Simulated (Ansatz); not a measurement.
A periodic structure is given below.

```yaml
crystal:
  lattice:
    - [5.04341, 0.00000, 0.00000]
    - [0.00000, 3.13007, 0.00000]
    - [-0.00312, 0.00000, 5.20127]
  atoms:
    - { symbol: Al, position: [0.50023, 0.50000, 0.16733] }
    - { symbol: Al, position: [0.00092, 0.50000, 0.83481] }
    - { symbol: Al, position: [0.00109, 0.00000, 0.33169] }
    - { symbol: Ga, position: [0.49942, 0.00000, 0.66620] }
    - { symbol: N, position: [0.11117, 0.00000, 0.66633] }
    - { symbol: N, position: [0.12245, 0.50000, 0.16716] }
    - { symbol: N, position: [0.62512, 0.50000, 0.84019] }
    - { symbol: N, position: [0.62319, 0.00000, 0.32629] }
```

**Characterise the structure given above.**

The stoichiometry is Al3GaN4. The structure has Pm (No. 6) symmetry and a primitive monoclinic lattice. In the cell are 3 Al, 1 Ga, 4 N, which makes 1 formula unit. The neighbours of Al are four N in a tetrahedral arrangement at 1.81 to 1.91 Å. Ga is linked to four N in a tetrahedral arrangement at 1.88 to 1.96 Å. Numbers of contacts at bonding distance: N 4. The bonds build a three-dimensional framework.

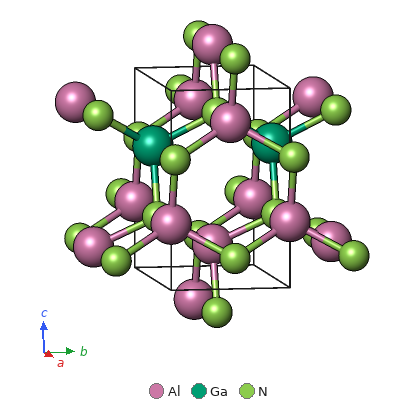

A ball-and-stick rendering, viewed slightly off an axis. The lines enclose the conventional unit cell; boundary atoms appear with their images. Atoms outside the box are added where they are bonded to one inside.

Starting structure: a structure listed in the Materials Project. The cell was then strained or its atoms displaced on purpose. It was run through Ansatz as a DFT input.

At this level of theory the run's own cell isn't at rest (compressed, at 9 GPa and forces up to 0.7 eV/Å), so its distances can differ from those at equilibrium, the more so the softer the solid.
